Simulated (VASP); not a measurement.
# Two runs on GaP

System: GaP (F-43m, 2 atoms in the cell).
Method of run 1: Kohn-Sham DFT of a periodic cell, PBE, VASP PAW PBE potentials, recommended, no spin polarisation (VASP 6.6.1).

The structure derives from an entry of the Crystallography Open Database. 

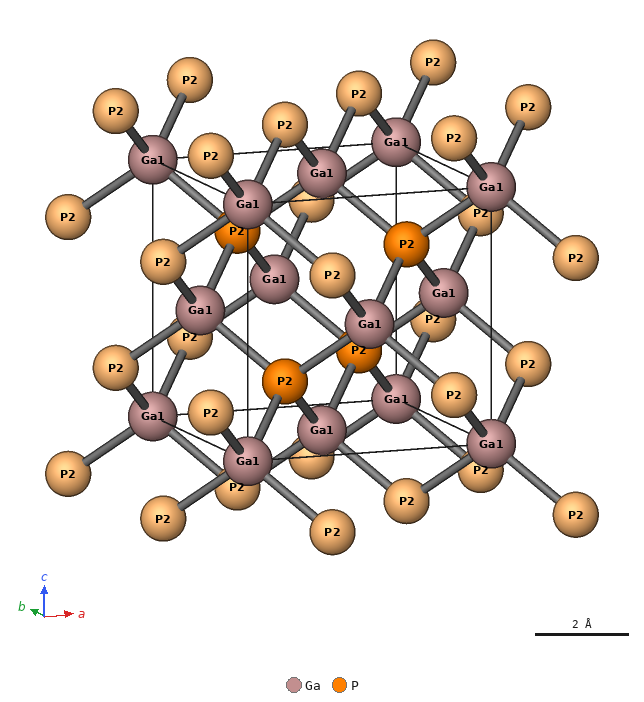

**Figure 1.** The input geometry (ball-and-stick view of the cell 4 times as large as that of the calculation, set on its symmetry axes, seen slightly off an axis; neighbours outside the cell are drawn fainter; atoms are numbered from 1 in the order of the input).

### INCAR, run 1
```
PREC = Accurate
ENCUT = 520
EDIFF = 1E-7
ISMEAR = 0
SIGMA = 0.02
LREAL = F
LASPH = T
NELM = 100
ALGO = Fast
ISIF = 2
LWAVE = F
LCHARG = F
GGA = PE
NBANDS = 16
```

### KPOINTS, run 1
```
regular mesh
0
Gamma
  8 8 8
```

### POSCAR, run 1
```
GaP
1.0
    0.0000000000      2.8127305250      2.8127305250
    2.8127305250      0.0000000000      2.8127305250
    2.8127305250      2.8127305250      0.0000000000
Ga P
1 1
Direct
    0.0000000000      0.0000000000      0.0000000000
    0.7500000000      0.7500000000      0.7500000000
```

Command:
```bash
cat potpaw_PBE.64/Ga_d/POTCAR potpaw_PBE.64/P/POTCAR > POTCAR
mpirun -np 1 vasp_std > vasp.out
```

Hardware: 1 thread of Intel Xeon (Sapphire Rapids), 192 GiB of memory available, shared host.

### OSZICAR and lines of OUTCAR (run 1)
```
N       E                     dE             d eps       ncg     rms          rms(c)
DAV:   1     0.810974498307E+02    0.81097E+02   -0.89442E+03   960   0.158E+03
DAV:   2    -0.285852737429E+01   -0.83956E+02   -0.79587E+02  1080   0.309E+02
DAV:   3    -0.922671417038E+01   -0.63682E+01   -0.63470E+01  1144   0.662E+01
DAV:   4    -0.932883975001E+01   -0.10213E+00   -0.10210E+00  1168   0.918E+00
DAV:   5    -0.933103817622E+01   -0.21984E-02   -0.21984E-02  1192   0.118E+00    0.383E+00
RMM:   6    -0.910506731094E+01    0.22597E+00   -0.25728E-01  1363   0.408E+00    0.240E+00
RMM:   7    -0.908559007186E+01    0.19477E-01   -0.10181E-01  1326   0.143E+00    0.110E+00
RMM:   8    -0.908590125147E+01   -0.31118E-03   -0.15679E-02  1394   0.115E+00    0.110E-01
RMM:   9    -0.908632125315E+01   -0.42000E-03   -0.34154E-03  1468   0.526E-01    0.690E-02
RMM:  10    -0.908657369896E+01   -0.25245E-03   -0.71777E-04  1448   0.234E-01    0.289E-02
RMM:  11    -0.908655224848E+01    0.21450E-04   -0.18922E-04  1423   0.101E-01    0.132E-02
RMM:  12    -0.908655634024E+01   -0.40918E-05   -0.43780E-05  1567   0.498E-02    0.734E-03
RMM:  13    -0.908655695248E+01   -0.61223E-06   -0.70132E-06  1509   0.220E-02    0.272E-03
RMM:  14    -0.908655719076E+01   -0.23828E-06   -0.19225E-06  1329   0.108E-02    0.411E-03
RMM:  15    -0.908655722258E+01   -0.31821E-07   -0.37102E-07  1042   0.512E-03
   1 F= -.90865572E+01 E0= -.90865572E+01  d E =-.328201E-15
[... from OUTCAR:]
  free energy    TOTEN  =        -9.08655722 eV
  energy without entropy =       -9.08655722  energy(sigma->0) =       -9.08655722
 E-fermi :   3.8357     XC(G=0):  -9.4075     alpha+bet : -9.8893
  free  energy   TOTEN  =        -9.0865572226 eV
  energy  without entropy=       -9.0865572226  energy(sigma->0) =       -9.08655722
```

The input of run 2 differs as follows (lines with − go, lines with + come):
```diff
+EDIFF = 1E-6
+LASPH = True
+LCHARG = False
+LREAL = False
+LWAVE = False
-EDIFF = 1E-7
-LREAL = F
-LASPH = T
-LWAVE = F
-LCHARG = F
-regular mesh
+k-points
-    0.0000000000      2.8127305250      2.8127305250
-    2.8127305250      0.0000000000      2.8127305250
-    2.8127305250      2.8127305250      0.0000000000
+    0.0000000000      2.7946076125      2.7946076125
+    2.7946076125      0.0000000000      2.7946076125
+    2.7946076125      2.7946076125      0.0000000000
```

How does run 2 compare with run 1?

The total energies belong to different models, so their difference says nothing on which is more stable or more accurate. The gap on the mesh goes from 1.06 to 1.21 eV. The pressure goes from −4.24 to −3.13 GPa. The volume per atom goes from 22.25 to 21.83 Å³. The SCF takes 13 iterations against 15. The plane waves at Γ go from 1243.0 to 1211.0.

### OSZICAR and lines of OUTCAR (run 2)
```
N       E                     dE             d eps       ncg     rms          rms(c)
DAV:   1     0.818539986528E+02    0.81854E+02   -0.90190E+03   952   0.157E+03
DAV:   2    -0.266515162538E+01   -0.84519E+02   -0.80604E+02  1064   0.318E+02
DAV:   3    -0.923906920369E+01   -0.65739E+01   -0.65511E+01  1208   0.672E+01
DAV:   4    -0.935315718519E+01   -0.11409E+00   -0.11406E+00  1120   0.949E+00
DAV:   5    -0.935534870942E+01   -0.21915E-02   -0.21914E-02  1232   0.113E+00    0.391E+00
RMM:   6    -0.912618361820E+01    0.22917E+00   -0.25870E-01  1360   0.409E+00    0.246E+00
RMM:   7    -0.910529655915E+01    0.20887E-01   -0.10496E-01  1324   0.145E+00    0.111E+00
RMM:   8    -0.910556721939E+01   -0.27066E-03   -0.16090E-02  1397   0.115E+00    0.117E-01
RMM:   9    -0.910599359752E+01   -0.42638E-03   -0.33528E-03  1470   0.524E-01    0.658E-02
RMM:  10    -0.910623578902E+01   -0.24219E-03   -0.69617E-04  1460   0.232E-01    0.286E-02
RMM:  11    -0.910621574427E+01    0.20045E-04   -0.18407E-04  1434   0.977E-02    0.130E-02
RMM:  12    -0.910621960825E+01   -0.38640E-05   -0.40500E-05  1489   0.476E-02    0.754E-03
RMM:  13    -0.910622019842E+01   -0.59016E-06   -0.66661E-06  1238   0.217E-02
   1 F= -.91062202E+01 E0= -.91062202E+01  d E =-.338632E-26
[... from OUTCAR:]
  free energy    TOTEN  =        -9.10622020 eV
  energy without entropy =       -9.10622020  energy(sigma->0) =       -9.10622020
 E-fermi :   4.0574     XC(G=0):  -9.4931     alpha+bet :-10.0830
  free  energy   TOTEN  =        -9.1062201984 eV
  energy  without entropy=       -9.1062201984  energy(sigma->0) =       -9.10622020
```

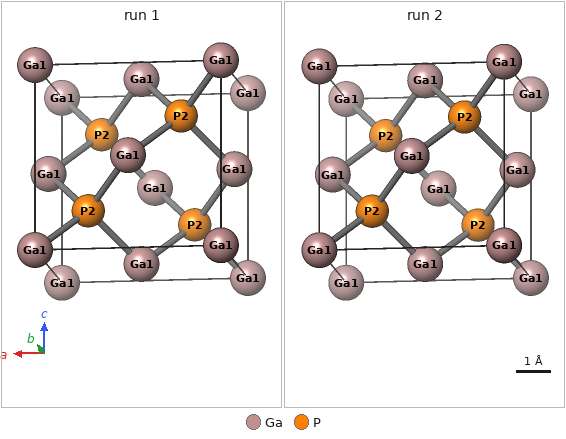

**Figure 2.** The two input geometries at one scale (ball-and-stick view of the cell 4 times as large as that of the calculation, set on its symmetry axes, seen at an oblique angle). The atoms keep their places relative to the cell (all moves are under 0.005 Å). The drawn cell changes as follows: a = b = c 5.625 → 5.589 Å (−0.6 %); the volume changes by −1.9 %. Among the contacts that change: Ga1–P2 2.436 → 2.420 Å.

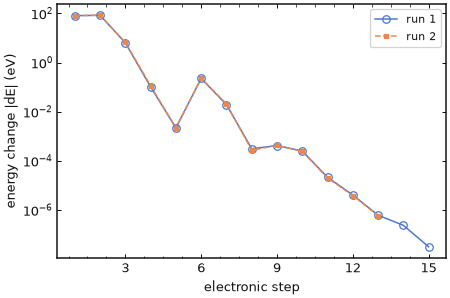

**Figure 3.** Convergence of the two runs: energy change |dE| against the electronic step. Run 1 takes 15 steps in all, and run 2 takes 13.

### The two runs side by side

| quantity | run 1 | run 2 |
| --- | --- | --- |
| outcome | converged | converged |
| free energy per atom (eV) | −4.5433 | −4.5531 |
| gap on the mesh (eV) | 1.06 | 1.21 |
| pressure (GPa) | −4.24 | −3.13 |
| volume per atom (Å³) | 22.25 | 21.83 |
| largest force (eV/Å) | 0.000 | 0.000 |
| SCF iterations | 15 | 13 |
| irreducible k-points | 29 | 29 |
| plane waves at Γ | 1243 | 1211 |
